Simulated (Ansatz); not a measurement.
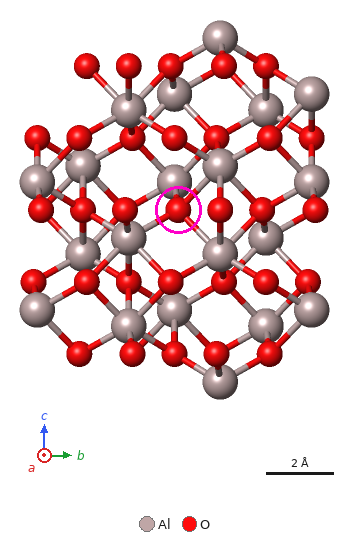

Perfect Al$_{2}$O$_{3}$. Style: ball-and-stick. Shown: the atoms within 5.4 Å of one point, in a slice 5.0 Å thick across the line of sight, along the a axis.

Theory: DFT, PBEsol, PAW, plane waves (Ansatz). (plane-wave cutoff 420 eV; k-point mesh 1 × 1 × 1; mesh shifted by (0.25, 0.25, 0.25); collinear spin) Fermi-Dirac smearing of 0.01 eV. The axes drawn are those of the host's conventional cell.

An oxygen atom is taken out (a vacancy) at the ringed place, in charge state 0. The supercell has 120 sites, and the atoms are relaxed at the host's cell.

Predict the relaxed surroundings of the defect.

Answer. Around the empty O site the host had 4 Al at 1.86 to 1.97 Å; after relaxation the nearest atoms are 4 Al at 1.76 to 1.99 Å. Of the host's atoms, an aluminium atom moves furthest from its site, by 0.11 Å. The cell ends without a net magnetic moment.

The relaxed defect, seen from the same direction:

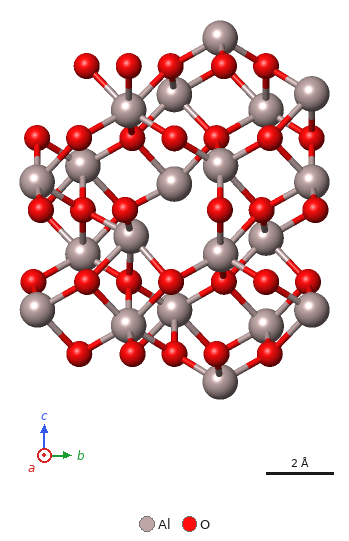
